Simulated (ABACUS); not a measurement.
## Run report: W, geometry relaxation (part 2 of 2)

Continued. System: W (Im-3m, 1 atom in the cell). Method: Kohn-Sham DFT of a periodic cell, LDA, PseudoDojo NC SR 0.4.1 LDA stringent, no spin polarisation (ABACUS 3.10.1); cutoff 1687.11 eV, 10×10×10 k-mesh, fermi-dirac of 0.05 eV. The structure derives from an entry of the Crystallography Open Database.

Geometry of the input (Å; fractional positions):
```
2.7407  0.0000  0.0000
-0.9136  2.5840  0.0000
-0.9136  -1.2920  2.2378
W  0.0000  0.0000  0.0000
```

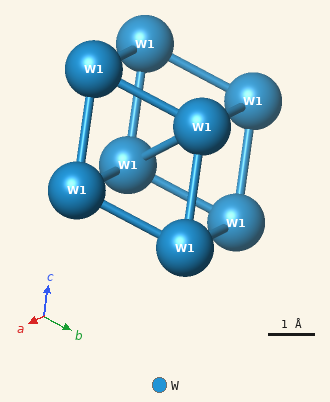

**Figure 1.** The geometry at step 1 of the log (ball-and-stick view of the cell of the calculation, seen slightly off an axis; atoms are numbered from 1 in the order of the input).

## The program's output, continued
```
 PW ALGORITHM --------------- ION=   1  ELEC=   1--------------------------------
 Notice: Threshold on eigenvalues was too large.
 hsover_error=0.28 > DRHO=0.0371881
 Origin diag ethr = 0.01
 New diag ethr = 0.000132815

 Density error is 0.0385308520781
                          Error Threshold = 0.000132814796205
----------------------------------------------------------
     Energy           Rydberg                 eV
----------------------------------------------------------
 E_KohnSham     -683.3858476902      -9297.9414611470
 E_Harris       -687.4189068944      -9352.8140466949
 E_Fermi        2.1745510364         29.5862846867
----------------------------------------------------------

 PW ALGORITHM --------------- ION=   1  ELEC=   2--------------------------------

 Density error is 0.00131309857762
                          Error Threshold = 0.000137610185993
----------------------------------------------------------
     Energy           Rydberg                 eV
----------------------------------------------------------
 E_KohnSham     -683.3932549678      -9298.0422423285
 E_Harris       -682.8419751133      -9290.5416951147
 E_Fermi        2.1402486399         29.1195766387
----------------------------------------------------------

 PW ALGORITHM --------------- ION=   1  ELEC=   3--------------------------------

 Density error is 9.13678688146e-05
                          Error Threshold = 4.68963777721e-06
----------------------------------------------------------
     Energy           Rydberg                 eV
----------------------------------------------------------
 E_KohnSham     -683.3934705738      -9298.0451757990
 E_Harris       -683.4585121252      -9298.9301115043
 E_Fermi        2.1429676516         29.1565706908
----------------------------------------------------------

 PW ALGORITHM --------------- ION=   1  ELEC=   4--------------------------------

 Density error is 5.45740677524e-07
                          Error Threshold = 3.26313817195e-07
----------------------------------------------------------
     Energy           Rydberg                 eV
----------------------------------------------------------
 E_KohnSham     -683.3934763587      -9298.0452545072
 E_Harris       -683.3975354071      -9298.1004806937
 E_Fermi        2.1418841750         29.1418292355
----------------------------------------------------------

 PW ALGORITHM --------------- ION=   1  ELEC=   5--------------------------------

 Density error is 7.63810128675e-08
                          Error Threshold = 1.9490738483e-09
----------------------------------------------------------
     Energy           Rydberg                 eV
----------------------------------------------------------
 E_KohnSham     -683.3934765552      -9298.0452571795
 E_Harris       -683.3949067042      -9298.0647153562
 E_Fermi        2.1419129213         29.1422203498
----------------------------------------------------------

 PW ALGORITHM --------------- ION=   1  ELEC=   6--------------------------------

 Density error is 7.3215805122e-09
                          Error Threshold = 2.7278933167e-10
----------------------------------------------------------
     Energy           Rydberg                 eV
----------------------------------------------------------
 E_KohnSham     -683.3934765646      -9298.0452573087
 E_KS(sigma->0) -683.3933275163      -9298.0432294024
 E_Harris       -683.3921442719      -9298.0271305357
 E_band         1.4564776685         19.8163953016
 E_one_elec     -286.4563244956      -3897.4382412774
 E_Hartree      180.3478834722       2453.7588374624
 E_xc           -96.1830521876       -1308.6375607823
 E_Ewald        -481.1016852571      -6545.7242368987
 E_entropy(-TS) -0.0002980966        -0.0040558126
 E_descf        0.0000000000         0.0000000000
 E_exx          0.0000000000         0.0000000000
 E_Fermi        2.1419235988         29.1423656242
----------------------------------------------------------

 charge density convergence is achieved
 final etot is -9298.0452573 eV
 EFERMI = 29.142365624 eV

 STATE ENERGY(eV) AND OCCUPATIONS    NSPIN == 1
 1/12 kpoint (Cartesian) = 0.0000 0.0000 0.0000 (2491 pws)
       1       -45.1654     0.00200000
       2       -8.65950     0.00200000
       3       -8.65950     0.00200000
       4       -8.65950     0.00200000
       5       0.855075     0.00200000
       6       0.855075     0.00200000
       7       0.855075     0.00200000
       8       0.863427     0.00200000
       9       0.863427     0.00200000
      10       0.863427     0.00200000
      11       0.977359     0.00200000
      12        19.2912     0.00200000
      13        27.7127     0.00200000
      14        27.7127     0.00200000
      15        27.7127     0.00200000
      16        31.2602    8.04552e-22
      17        31.2602    8.04552e-22
      18        43.7036        0.00000

 2/12 kpoint (Cartesian) = -0.036794 0.026017 0.0000 (2435 pws)
       1       -45.1512      0.0240000
       2       -8.80397      0.0240000
       3       -8.70430      0.0240000
       4       -8.66033      0.0240000
       5       0.856249      0.0240000
       6       0.858318      0.0240000
       7       0.858342      0.0240000
       8       0.860352      0.0240000
       9       0.862099      0.0240000
      10       0.862847      0.0240000
      11       0.972584      0.0240000
      12        19.7831      0.0240000
      13        27.4230      0.0240000
      14        27.6336      0.0240000
      15        28.1962      0.0240000
      16        30.8496    3.55641e-17
      17        31.2698    7.96531e-21
      18        44.0961        0.00000

 3/12 kpoint (Cartesian) = -0.073588 0.052035 0.0000 (2415 pws)
       1       -45.1139      0.0240000
       2       -9.17037      0.0240000
       3       -8.82024      0.0240000
       4       -8.66256      0.0240000
       5       0.850009      0.0240000
       6       0.854845      0.0240000
       7       0.858203      0.0240000
       8       0.865839      0.0240000
       9       0.866844      0.0240000
      10       0.869757      0.0240000
      11       0.961231      0.0240000
      12        21.0499      0.0240000
      13        26.7437      0.0240000
      14        27.2671      0.0240000
      15        29.5924    2.95949e-06
      16        30.5218    2.50414e-14
      17        31.3599    1.31423e-21
      18        44.4686        0.00000

 4/12 kpoint (Cartesian) = -0.11038 0.078052 0.0000 (2439 pws)
       1       -45.0674      0.0240000
       2       -9.60201      0.0240000
       3       -8.96095      0.0240000
       4       -8.66547      0.0240000
       5       0.838786      0.0240000
       6       0.850073      0.0240000
       7       0.852513      0.0240000
       8       0.872634      0.0240000
       9       0.877458      0.0240000
      10       0.883326      0.0240000
      11       0.949415      0.0240000
      12        22.3068      0.0240000
      13        26.0206      0.0240000
      14        27.2697      0.0240000
      15        30.8618    2.78861e-17
      16        31.6162    7.80504e-24
      17        31.7160    1.06243e-24
      18        43.1328        0.00000

 5/12 kpoint (Cartesian) = -0.14718 0.10407 0.0000 (2427 pws)
       1       -45.0297      0.0240000
       2       -9.93602      0.0240000
       3       -9.07275      0.0240000
       4       -8.66792      0.0240000
       5       0.830019      0.0240000
       6       0.845915      0.0240000
       7       0.847221      0.0240000
       8       0.878479      0.0240000
       9       0.886107      0.0240000
      10       0.894739      0.0240000
      11       0.941542      0.0240000
      12        22.6398      0.0240000
      13        25.5037      0.0240000
      14        28.6615      0.0239984
      15        31.2669    8.44869e-21
      16        31.9799    5.41961e-27
      17        34.0949    2.30665e-45
      18        41.3959        0.00000

 6/12 kpoint (Cartesian) = 0.18397 0.26017 0.22532 (2406 pws)
       1       -45.0152      0.0120000
       2       -10.0603      0.0120000
       3       -9.11498      0.0120000
       4       -8.66889      0.0120000
       5       0.826735      0.0120000
       6       0.844310      0.0120000
       7       0.845050      0.0120000
       8       0.880741      0.0120000
       9       0.889426      0.0120000
      10       0.899198      0.0120000
      11       0.938903      0.0120000
      12        22.5961      0.0120000
      13        25.3190      0.0120000
      14        29.9230    1.98970e-09
      15        31.1719    2.82514e-20
      16        32.1723    5.77884e-29
      17        35.3727    9.18809e-57
      18        40.4351        0.00000

[... levels at 6 further k points ...]

------------------------------------------------------------------------------------------
 TOTAL-FORCE (eV/Angstrom)
------------------------------------------------------------------------------------------
                        W1         0.0000000000         0.0000000000         0.0000000000
------------------------------------------------------------------------------------------

----------------------------------------------------------------
 TOTAL-STRESS (KBAR)
----------------------------------------------------------------
         0.1516286141        -0.0000000000        -0.0000000000
        -0.0000000000         0.1516286141        -0.0000000000
        -0.0000000000        -0.0000000000         0.1516286141
----------------------------------------------------------------
 TOTAL-PRESSURE: 0.151629 KBAR

 --------------------------------------------
 !FINAL_ETOT_IS -9298.0452573086677148 eV
 --------------------------------------------
```

## File opt.log
```
                Step[ FC]          Energy          fmax
BFGSLineSearch:    0[  0]    -9298.034958       0.7943
BFGSLineSearch:    1[  2]    -9298.045190       0.0546
BFGSLineSearch:    2[  3]    -9298.045257       0.0015
```

## Standard output
```
ABACUS v3.10.1

               Atomic-orbital Based Ab-initio Computation at UStc

 dft_functional readin is: pz
 dft_functional in pseudopot file is: SLAPWNOGXNOGC
 Please make sure this is what you need

%%%%%%%%%%%%%%%%%%%%%%%%%%%%%%%%%%%%%%%%%%%%%%%%%%%%%%%%%%%%%%%%%%%%%%%%%%%%%%%%%%%%%%%%%%%%%%%%%%%%%%%%%
 Warning: the number of valence electrons in pseudopotential > 6 for W: [Xe] 4f14 5d4 6s2
 Pseudopotentials with additional electrons can yield (more) accurate outcomes, but may be less efficient.
 If you're confident that your chosen pseudopotential is appropriate, you can safely ignore this warning.
%%%%%%%%%%%%%%%%%%%%%%%%%%%%%%%%%%%%%%%%%%%%%%%%%%%%%%%%%%%%%%%%%%%%%%%%%%%%%%%%%%%%%%%%%%%%%%%%%%%%%%%%%

 UNIFORM GRID DIM        : 40 * 40 * 40
 UNIFORM GRID DIM(BIG)   : 40 * 40 * 40
 ---------------------------------------------------------
 Self-consistent calculations for electrons
 ---------------------------------------------------------
 SPIN    KPOINTS         PROCESSORS  THREADS
 1       47              4           4
 ---------------------------------------------------------
 Use plane wave basis
 ---------------------------------------------------------
 ELEMENT NATOM       XC
 W       1
 ---------------------------------------------------------
 Initial plane wave basis and FFT box
 ---------------------------------------------------------
 -------------------------------------------
 SELF-CONSISTENT :
 -------------------------------------------
 START CHARGE      : atomic
 ITER       ETOT/eV          EDIFF/eV         DRHO     TIME/s
 DA1     -9.29794146e+03   0.00000000e+00   3.8531e-02   3.33
 DA2     -9.29804224e+03  -1.00781181e-01   1.3131e-03   1.80
 DA3     -9.29804518e+03  -2.93347047e-03   9.1368e-05   2.11
 DA4     -9.29804525e+03  -7.87082620e-05   5.4574e-07   1.39
 DA5     -9.29804526e+03  -2.67227251e-06   7.6381e-08   3.04
 DA6     -9.29804526e+03  -1.29167691e-07   7.3216e-09   2.61
----------------------------------------------------------------
 TOTAL-STRESS (KBAR)
----------------------------------------------------------------
         0.1516286141        -0.0000000000        -0.0000000000
        -0.0000000000         0.1516286141        -0.0000000000
        -0.0000000000        -0.0000000000         0.1516286141
----------------------------------------------------------------
 TOTAL-PRESSURE: 0.151629 KBAR
```

## Trajectory as extended XYZ (Å, eV, eV/Å), 3 frames, from step=0 to step=2
```
1
Lattice="2.7407 0.0000 0.0000 -0.9136 2.5840 0.0000 -0.9136 -1.2920 2.2378" Properties=species:S:1:pos:R:3:forces:R:3 step=0 energy=-9298.03496 pressure_GPa=-8.03
W     0.0000    0.0000    0.0000    0.0000   0.0000   0.0000
1
Lattice="2.7194 0.0000 0.0000 -0.9065 2.5639 0.0000 -0.9065 -1.2819 2.2204" Properties=species:S:1:pos:R:3:forces:R:3 step=1 energy=-9298.04519 pressure_GPa=-0.57
W     0.0000    0.0000    0.0000    0.0000   0.0000   0.0000
1
Lattice="2.7178 0.0000 0.0000 -0.9059 2.5624 0.0000 -0.9059 -1.2812 2.2191" Properties=species:S:1:pos:R:3:forces:R:3 step=2 energy=-9298.04526 pressure_GPa=0.02
W     0.0000    0.0000    0.0000    0.0000   0.0000   0.0000
```

## Summary

- outcome: converged
- space group (tolerance 0.01 Å): Im-3m (229)
- electrons treated: 28
- free energy: −9298.0453 eV
- Fermi energy: 29.142 eV
- gap on the k-point mesh: none (metallic)
- pressure: 0.02 GPa
- final volume: 15.45 Å³
- largest force (length of the vector) at the end: under 0.001 eV/Å
- final cell: a = 2.718 Å, b = 2.718 Å, c = 2.718 Å, α = 109.47°, β = 109.47°, γ = 109.47°
- wall time: 60 s (CPU time 3.7 min)
- peak memory: 0.36 GiB

## Remarks

Spin–orbit coupling is left out, which matters for W.
